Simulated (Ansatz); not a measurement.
**Run report: FeNi, single-point calculation**

The run: single-point calculation of FeNi (2 atoms in the cell). Method and program: DFT r2SCAN, scalar-relativistic, plane waves, PAW, spin-polarised (Ansatz 0.2.0).

The structure derives from an entry of the Crystallography Open Database. It belongs to a series of runs on one base structure; here: ratio of the length along z to the lengths across it x 0.85, volume and fractional coordinates fixed. Figures and captions count atoms from 1; the log counts them from 0 in places.

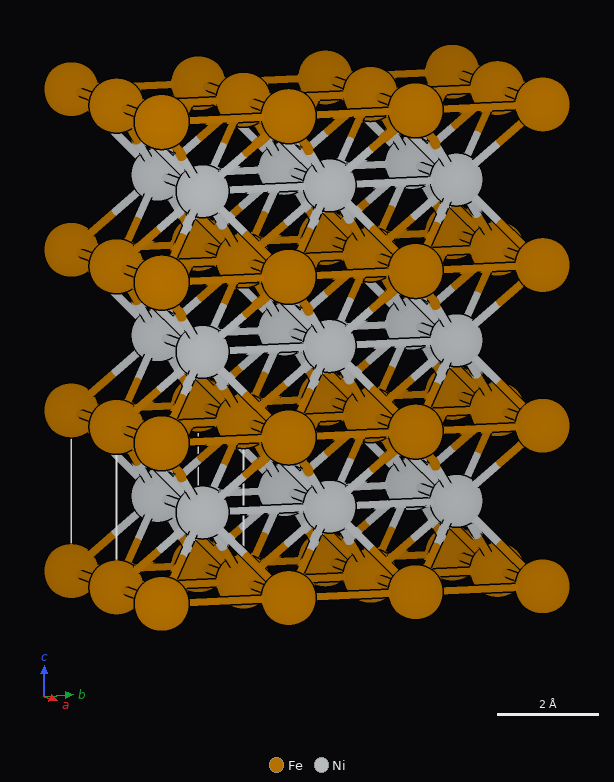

The structure (ball-and-stick view of the cell of the calculation, repeated 2 × 3 × 3, seen slightly off an axis). An atom can appear more than once, as a periodic image. Near neighbours in the periodic cell (some may lie outside the picture): Fe has 4 Fe at 2.67 Å and 8 Ni at 2.48 Å; Ni has 8 Fe at 2.48 Å and 4 Ni at 2.67 Å.

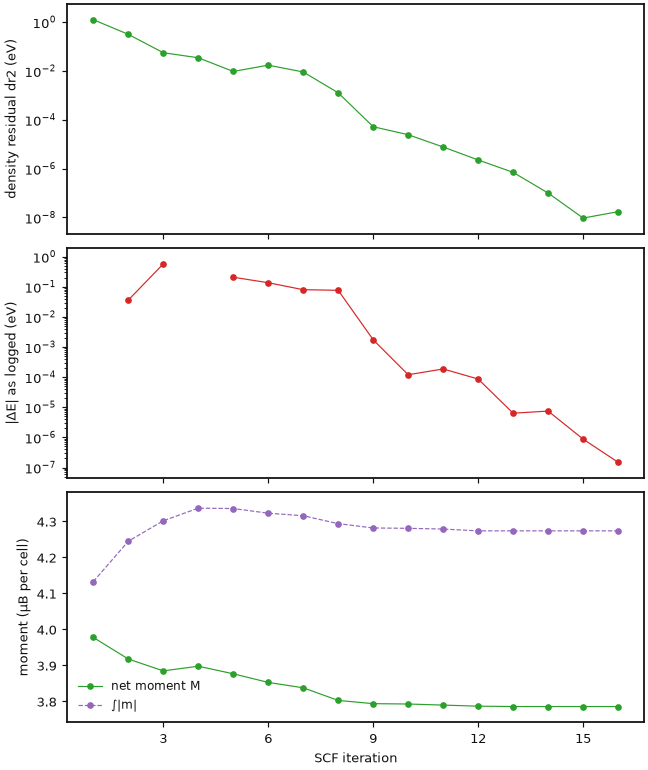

Convergence of the self-consistent field: density residual dr2, size of the energy change and magnetic moment against the SCF iteration. The residual falls almost steadily, with no more than small rises. The net moment goes from 4.0 to 3.8 μB per cell.

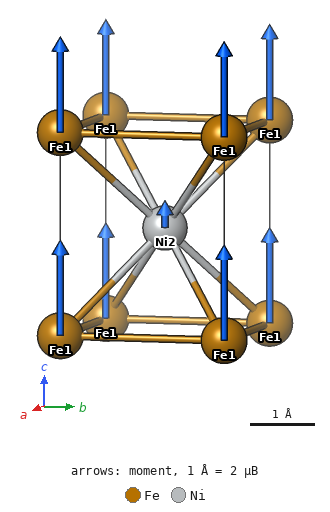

Magnetic moments of the sites as blue arrows (ball-and-stick view of the cell of the calculation, seen slightly off an axis; atoms are numbered from 1 in the order of the input); small moments hardly show. The run is collinear, so the axis drawn is arbitrary. Site moments: Fe1 (3.06 μB); Ni2 (0.90 μB). They are counted near the atoms and needn't add up to the moment of the cell.

The input that produced these results follows, with the program's output.

Input file:
```yaml
crystal:
  lattice:
    - [2.6740049973, 0.0, 0.0]
    - [0.0, 2.6740049973, 0.0]
    - [0.0, 0.0, 3.2141898994]
  atoms:
    - { symbol: Fe, position: [0.0, 0.0, 0.0], spin: 3.24 }
    - { symbol: Ni, position: [0.5, 0.5, 0.5], spin: 0.78 }
basis:
  ecutwfc: 500
kpoints:
  mp_grid: { grid: [20, 20, 14] }
hamiltonian:
  xc: r2scan
scf:
  occupations: { method: gaussian, width: 0.15 }
output:
  forces: true
  stress: true
  eigenvalues: true
  populations: true
magnetization:
  spin_polarized: true
```

Launch command:
```bash
ansatz run input.yaml --threads 1 --pin off --max-ram 2560MiB --backend cpu --events-out ev --progress --plain --runs-dir out
```

The program's output:
```
Engine: ansatz 0.2.0, aarch64-unknown-linux-gnu
Pseudopotentials: kind: paw
Pseudopotential: Fe, paw, valence charge 16, recommended cutoff 500 eV (meta_gga), Fe.paw.azcp
Pseudopotential: Ni, paw, valence charge 18, recommended cutoff 500 eV (meta_gga), Ni.paw.azcp
Functional definition: r2SCAN
  parameter k0 = 0.174
  parameter k1 = 0.065
  parameter a1 = 4.9479
  exchange = r2scan_x(k0 = k0, k1 = k1, a1 = a1)
  correlation = r2scan_c
Crystal: 2 atoms, lattice volume = 22.982 Å³
Basis set: ecut = 500 eV, 575 PW (Γ), exchange–correlation on 80×80×96 points (64 copies of the dense FFT grid, shifted against one another)
Bands: 24, of which v1, the nominal top of the filled ones, is band 17 counted from 1 (16 counted from 0)
Symmetry: 16 space group operations
Space group: P4/mmm (ITA 123), of the structure as read, at distance tolerance 2.8e-5 Å
Magnetic group: BNS 123.339 (UNI 999), of the structure as read, at distance tolerance 2.8e-5 Å
k-points: 528 of 5600
Non-local potential: Fe, projectors of the file, l = 0: 3, l = 1: 2, l = 2: 3, l = 3: 1
Non-local potential: Ni, projectors of the file, l = 0: 3, l = 1: 2, l = 2: 3, l = 3: 1
PAW form: soft (Blöchl's): semilocal exchange-correlation on the pseudo side does not see the compensation charge
PAW frozen core: Fe, regenerated for the run's functional (the file was generated under x = pbe(κ = 0.804, μ = 0.2195149727645171), c = pbe(β = 0.06672455060314922))
PAW frozen core: Ni, regenerated for the run's functional (the file was generated under x = pbe(κ = 0.804, μ = 0.2195149727645171), c = pbe(β = 0.06672455060314922))
PAW one-centre angular grid: Fe, 590 points (default); XC on 160 Gauss nodes
PAW one-centre angular grid: Ni, 590 points (default); XC on 160 Gauss nodes
Initial density: superposition of atomic densities (chi_scale 0.1, normalization cell)
Starting moments: Σ|m| = 4.02 μB on 2 of 2 sites
Initial wavefunctions: pseudopotential atomic-orbital guess
Functional: x = r2scan, c = r2scan; τ floored in thin density (d = 2e-4 eV/Å³)
SCF iter   1: F=—  HF=-10330.033714 eV  |F-HF|=—  |Δ(HF+E_count)|=         —  Δρ=8.14e-2 (↑2.13e-2 ↓8.14e-2)  dr2=1.25e0  dr2_τ=1.09e-2  dr2_m=3.44e-1  M=3.978 μB ∫|m|=4.133 μB  β_m=1.00  ethr=3.10e-3  ⟨swp⟩=5.1  Hψ=93682  notcnv=0
Mixer restart at iter 1: flushing history
preconditioner: auto → none  [metal: Δε(μ)=0.001 eV  Ē_g=10.732 eV  σ=0.150 eV  W_gap=0.00  n_scr=6 (ndim 8)  ℏωp=32.9 eV  f_vac=0.000  D(μ)=2.09/eV (n_scr^D=28)  sad-step TF]
SCF iter   2: F=—  HF=-10329.997703 eV  |F-HF|=—  |Δ(HF+E_count)|=   3.60e-2  Δρ=2.71e-2 (↑1.79e-2 ↓2.71e-2)  dr2=3.15e-1  dr2_τ=4.99e-3  dr2_m=2.39e-2  M=3.918 μB ∫|m|=4.245 μB  β_m=1.00  ethr=3.10e-3  ⟨swp⟩=3.0  Hψ=49905  notcnv=0  defer=1863  κ⁻¹=1.0e0(r=1)
SCF iter   3: F=—  HF=-10330.569947 eV  |F-HF|=—  |Δ(HF+E_count)|=   5.72e-1  Δρ=1.45e-2 (↑1.13e-2 ↓1.45e-2)  dr2=5.56e-2  dr2_τ=5.61e-4  dr2_m=5.68e-3  M=3.885 μB ∫|m|=4.302 μB  β_m=1.00  ethr=9.26e-4  ⟨swp⟩=2.6  Hψ=41567  notcnv=0  defer=1872  κ⁻¹=5.1e-1(r=2)
SCF iter   4: F=—  HF=-10330.777762 eV  |F-HF|=—  |Δ(HF+E_count)|=         —  Δρ=1.21e-2 (↑1.21e-2 ↓7.96e-3)  dr2=3.46e-2  dr2_τ=3.49e-4  dr2_m=2.70e-3  M=3.898 μB ∫|m|=4.337 μB  β_m=1.00  ethr=1.63e-4  ⟨swp⟩=2.9  Hψ=48642  notcnv=0  defer=1831
Mixer restart at iter 4: flushing history
SCF iter   5: F=—  HF=-10330.984733 eV  |F-HF|=—  |Δ(HF+E_count)|=   2.07e-1  Δρ=6.66e-3 (↑5.71e-3 ↓6.66e-3)  dr2=9.52e-3  dr2_τ=2.90e-4  dr2_m=6.03e-4  M=3.877 μB ∫|m|=4.336 μB  β_m=1.00  ethr=1.02e-4  ⟨swp⟩=2.4  Hψ=43717  notcnv=0  defer=1835  κ⁻¹=1.0e0(r=1)
SCF iter   6: F=—  HF=-10331.120325 eV  |F-HF|=—  |Δ(HF+E_count)|=   1.36e-1  Δρ=7.55e-3 (↑4.80e-3 ↓7.55e-3)  dr2=1.72e-2  dr2_τ=1.37e-4  dr2_m=6.06e-4  M=3.853 μB ∫|m|=4.323 μB  β_m=1.00  ethr=2.80e-5  ⟨swp⟩=2.0  Hψ=49448  notcnv=0  defer=1842  κ⁻¹=1.6e-1(r=2)
SCF iter   7: F=—  HF=-10331.200274 eV  |F-HF|=—  |Δ(HF+E_count)|=   7.99e-2  Δρ=5.45e-3 (↑3.33e-3 ↓5.45e-3)  dr2=9.06e-3  dr2_τ=7.86e-5  dr2_m=3.71e-4  M=3.838 μB ∫|m|=4.316 μB  β_m=1.00  ethr=2.80e-5  ⟨swp⟩=2.5  Hψ=46042  notcnv=0  defer=1858  κ⁻¹=1.3e-2(r=3)
SCF iter   8: F=—  HF=-10331.276468 eV  |F-HF|=—  |Δ(HF+E_count)|=   7.62e-2  Δρ=1.73e-3 (↑1.12e-3 ↓1.73e-3)  dr2=1.27e-3  dr2_τ=7.91e-6  dr2_m=3.56e-5  M=3.803 μB ∫|m|=4.294 μB  β_m=1.00  ethr=2.66e-5  ⟨swp⟩=2.0  Hψ=50340  notcnv=0  defer=1863  κ⁻¹=1.2e-3(r=4)
SCF iter   9: F=—  HF=-10331.278207 eV  |F-HF|=—  |Δ(HF+E_count)|=   1.74e-3  Δρ=5.34e-4 (↑2.65e-4 ↓5.34e-4)  dr2=5.20e-5  dr2_τ=7.71e-7  dr2_m=9.70e-6  M=3.794 μB ∫|m|=4.282 μB  β_m=1.00  ethr=3.73e-6  ⟨swp⟩=2.1  Hψ=45239  notcnv=0  defer=1858  κ⁻¹=9.7e-5(r=5)
SCF iter  10: F=—  HF=-10331.278327 eV  |F-HF|=—  |Δ(HF+E_count)|=   1.20e-4  Δρ=3.70e-4 (↑2.02e-4 ↓3.70e-4)  dr2=2.45e-5  dr2_τ=1.62e-7  dr2_m=2.85e-6  M=3.793 μB ∫|m|=4.281 μB  β_m=1.00  ethr=1.53e-7  ⟨swp⟩=2.3  Hψ=35105  notcnv=0  defer=1858  κ⁻¹=7.9e-5(r=6)
SCF iter  11: F=—  HF=-10331.278514 eV  |F-HF|=—  |Δ(HF+E_count)|=   1.87e-4  Δρ=2.59e-4 (↑1.59e-4 ↓2.59e-4)  dr2=7.68e-6  dr2_τ=9.04e-8  dr2_m=1.96e-6  M=3.790 μB ∫|m|=4.279 μB  β_m=1.00  ethr=7.21e-8  ⟨swp⟩=2.2  Hψ=41228  notcnv=0  defer=1858  κ⁻¹=1.2e-5(r=7)
SCF iter  12: F=—  HF=-10331.278600 eV  |F-HF|=—  |Δ(HF+E_count)|=   8.65e-5  Δρ=1.01e-4 (↑7.80e-5 ↓1.01e-4)  dr2=2.27e-6  dr2_τ=2.31e-8  dr2_m=1.13e-7  M=3.787 μB ∫|m|=4.274 μB  β_m=1.00  ethr=2.26e-8  ⟨swp⟩=2.0  Hψ=43541  notcnv=0  defer=1858  κ⁻¹=1.9e-6(r=8)
SCF iter  13: F=—  HF=-10331.278606 eV  |F-HF|=—  |Δ(HF+E_count)|=   6.35e-6  Δρ=6.14e-5 (↑4.84e-5 ↓6.14e-5)  dr2=7.04e-7  dr2_τ=9.41e-9  dr2_m=4.27e-8  M=3.786 μB ∫|m|=4.274 μB  β_m=1.00  ethr=6.68e-9  ⟨swp⟩=2.0  Hψ=42517  notcnv=0  defer=1858  κ⁻¹=4.5e-6(r=8)
SCF iter  14: F=—  HF=-10331.278614 eV  |F-HF|=—  |Δ(HF+E_count)|=   7.47e-6  Δρ=2.64e-5 (↑2.64e-5 ↓1.67e-5)  dr2=1.00e-7  dr2_τ=1.17e-9  dr2_m=2.65e-8  M=3.786 μB ∫|m|=4.274 μB  β_m=1.00  ethr=2.07e-9  ⟨swp⟩=2.0  Hψ=43350  notcnv=0  defer=1858  κ⁻¹=2.3e-6(r=8)
SCF iter  15: F=—  HF=-10331.278615 eV  |F-HF|=—  |Δ(HF+E_count)|=   8.77e-7  Δρ=9.46e-6 (↑5.84e-6 ↓9.46e-6)  dr2=9.48e-9  dr2_τ=1.16e-10  dr2_m=2.67e-9  M=3.786 μB ∫|m|=4.274 μB  β_m=1.00  ethr=2.95e-10  ⟨swp⟩=2.0  Hψ=43377  notcnv=0  defer=1858  κ⁻¹=5.5e-7(r=8)
SCF iter  16: F=-10331.278615 eV  HF=-10331.278615 eV  |F-HF|=7.10e-8  |Δ(HF+E_count)|=   1.49e-7  Δρ=8.66e-6 (↑5.53e-6 ↓8.66e-6)  dr2=1.73e-8  dr2_τ=7.96e-11  dr2_m=8.60e-10  M=3.786 μB ∫|m|=4.274 μB  ethr=2.79e-11  ⟨swp⟩=7.2  Hψ=115009  notcnv=0
SCF 1 converged in 16 iterations: F = -10331.278615 eV  dr2 = 1.73e-8
  greatest PAW one-centre occupation: 1.005 electrons in one spin orbital (limit 2), on the Fe atom at site 0 (counted from 0), in its partial waves of l = 1
this state was not tested for a lower state beside it, because the mixer in use, unlike msr1, does not test its closes by its own steps (another_mixer; see scf.mixing.algorithm and scf.lower_state_search)
SCF converged after 16 iterations
Magnetization: 3.7863 μB (18.8932 up, 15.1068 down)
Absolute magnetization: 4.2750 μB (∫|ρ↑−ρ↓|, with the PAW one-centre terms)
Spin contamination: 0.1462 ħ² per cell (⟨S²⟩ above its minimum at these occupations)
Per-site moments (μB) at R_I (Å): [(3.0604947610238233, 1.0236240103500485), (0.9021125068932035, 1.0236240103500485)]
Free energy (F): -10331.278615 eV
Harris-Foulkes:  -10331.278615 eV  (|F-HF|=7.10e-8)
Internal energy: -10331.258251 eV  (E = F + TS)
E sigma→0 (E₀):  -10331.268433 eV
Entropy (-TS):   -0.020364 eV (-10.182 meV/atom)
Fermi energy:    18.179542 eV
--- Per-component energies (eV) ---
  E_band       = -568.659732
  E_kinetic    = 627.927991
  E_local      = -5628.132329  (includes V_loc(G=0)·N_el)
  E_nonlocal   = 863.151296
  E_hartree    = 2356.126936
  E_xc         = -191.306577
  E_vxc        = -284.146231  (∫ρ·V_xc dr)
  E_paw        = -3022.585045  (= ΣΔE_a)
  E_vpaw       = -880.526719  (= ΣTr[D̂ρ^β])
  E_aug_tail   = 0.000495  (compensation charges beyond the density's cutoff)
  E_vtau       = 20.801601  (kinetic-family band-sum trace: ∫τ·v_τ [+ j·A + Jᵃ·Aᵃ] dr)
  E_ewald      = -5335.851473
  E_core_change = -0.589544  (= ΣΔE_core)
  E_smearing   = -0.020364  (= −TS)
  E_closure    = 0.000000  (closes the sum)
  Σ components = -10331.278615   (vs F -10331.278615, Δ=0.00e0)
--- Forces (eV/Å), atoms counted from 1 ---
  atom   1  Fe     0.00000000     0.00000000     0.00000000
  atom   2  Ni     0.00000000     0.00000000     0.00000000
  max |Σ_I F_I| component: 0.00e0 eV/Å
--- Stress (GPa, compression-positive) ---
       -7.045836       0.000000       0.000000
        0.000000      -7.045836       0.000000
        0.000000       0.000000       6.208610
  P = ⅓ Tr σ = -2.6277 GPa (-26.277 kbar)
--- Band table (eV; the first three rows and the last of 1056) ---
  k-point 0 ↑: bands = ["-90.0708", "-75.0028", "-49.0180", "-49.0180", "-48.8046", "-39.7668", "-39.5723", "-39.5723", "8.5694", "12.1403", "12.4850", "14.3290", "14.3290", "14.9564", "15.0275", "15.8361", "16.4176", "16.6711", "16.6711", "23.0434", "29.7543", "29.8792", "29.8792", "35.0172"]
  k-point 1 ↑: bands = ["-90.0708", "-75.0028", "-49.0179", "-49.0179", "-48.8048", "-39.7676", "-39.5723", "-39.5723", "8.6534", "12.1656", "12.5139", "14.3440", "14.3440", "14.9705", "14.9943", "15.8227", "16.4021", "16.6236", "16.6236", "22.4934", "30.0157", "30.0157", "30.3919", "35.0433"]
  k-point 2 ↑: bands = ["-90.0708", "-75.0027", "-49.0178", "-49.0178", "-48.8053", "-39.7700", "-39.5723", "-39.5723", "8.9026", "12.2355", "12.5992", "14.3891", "14.3891", "14.8970", "15.0116", "15.7834", "16.3570", "16.4891", "16.4891", "21.2498", "30.4171", "30.4171", "31.8824", "35.1225"]
  k-point 527 ↓: bands = ["-88.4643", "-70.3526", "-47.4339", "-47.4339", "-47.3714", "-35.1478", "-35.1478", "-35.0949", "14.4040", "15.0410", "15.0410", "15.7280", "15.9715", "15.9715", "17.4439", "18.3139", "20.0776", "20.3027", "25.9335", "25.9335", "26.4430", "26.4430", "26.9828", "27.6270"]
--- Löwdin populations: 2 sites ---
  site symbol       q [e]    m [muB]
     0     Fe     15.6782     3.0953
     1     Ni     17.8038     0.8803
  spilling = 0.015235 (of n_electrons = 34.000000)
```

Results in brief:

| quantity | value |
| --- | --- |
| outcome | converged |
| space group (tolerance 0.01 Å) | P4/mmm (123) |
| electrons treated | 34 |
| free energy | −10331.2786 eV |
| Fermi energy | 18.180 eV |
| gap on the k-point mesh | none (metallic) |
| net moment of the cell | 3.79 μB |
| integrated absolute moment | 4.28 μB |
| pressure | −2.63 GPa |
| largest force (length of the vector) | under 0.001 eV/Å |
| hardware | 1 thread of Arm Neoverse V1, 24 GiB of memory available, shared host |
| wall time | 2.7 min |
| peak memory | 0.82 GiB |

Notes:

The electronic state found may not be the lowest one. The program warns: the state was not tested for a lower one.
